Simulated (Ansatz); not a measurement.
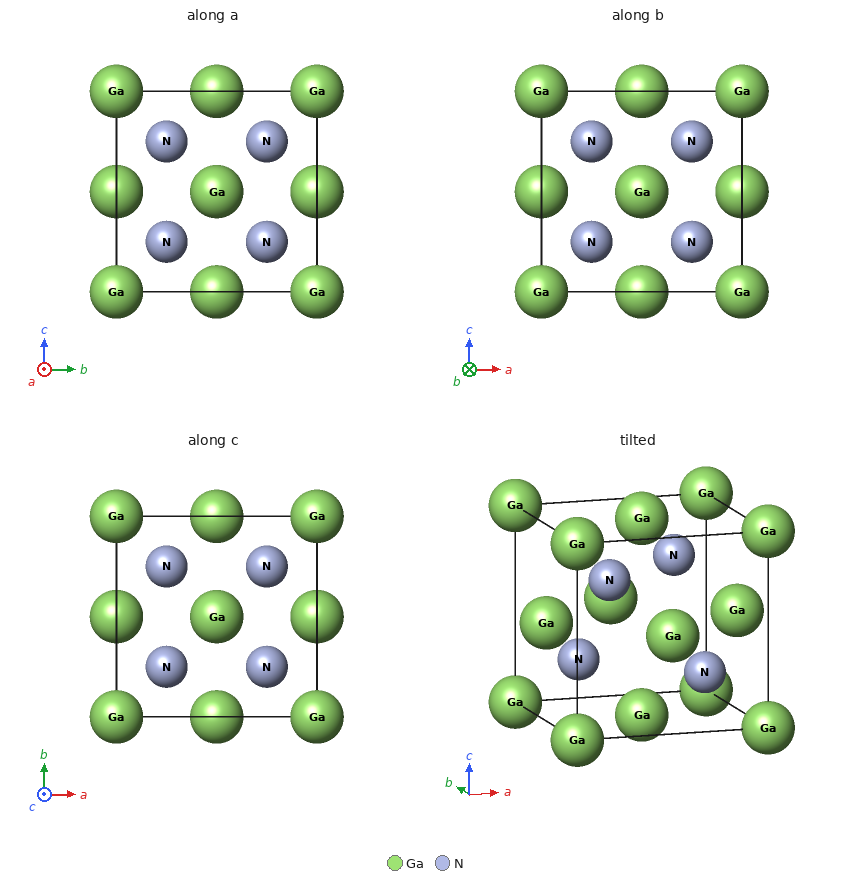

Structure drawing (spheres-only), viewed along the a axis, along the b axis, along the c axis and slightly off an axis. The wireframe shows the conventional unit cell.

Lattice parameters: a = 4.5654 Å, b = 4.5654 Å, c = 4.5654 Å, α = 90.000°, β = 90.000°, γ = 90.000°.

Write down what is shown as a CIF in P1 with every atom of the cell.

```cif
data_structure
_symmetry_space_group_name_H-M 'P 1'
_symmetry_Int_Tables_number 1
_cell_length_a 4.5654
_cell_length_b 4.5654
_cell_length_c 4.5654
_cell_angle_alpha 90.000
_cell_angle_beta 90.000
_cell_angle_gamma 90.000
_cell_volume 95.15
loop_
_atom_site_label
_atom_site_type_symbol
_atom_site_fract_x
_atom_site_fract_y
_atom_site_fract_z
_atom_site_occupancy
Ga1 Ga 0.0000 0.0000 0.0000 1
N1 N 0.2500 0.2500 0.7500 1
Ga2 Ga 0.0000 0.5000 0.5000 1
N2 N 0.2500 0.7500 0.2500 1
Ga3 Ga 0.5000 0.0000 0.5000 1
N3 N 0.7500 0.2500 0.2500 1
Ga4 Ga 0.5000 0.5000 0.0000 1
N4 N 0.7500 0.7500 0.7500 1
```

Origin of the cell: a structure type filled with these elements by a generator (whether the compound takes this form wasn't checked). Earlier steps of the study may have refined or changed the cell and positions. It was run through Ansatz as a DFT input.
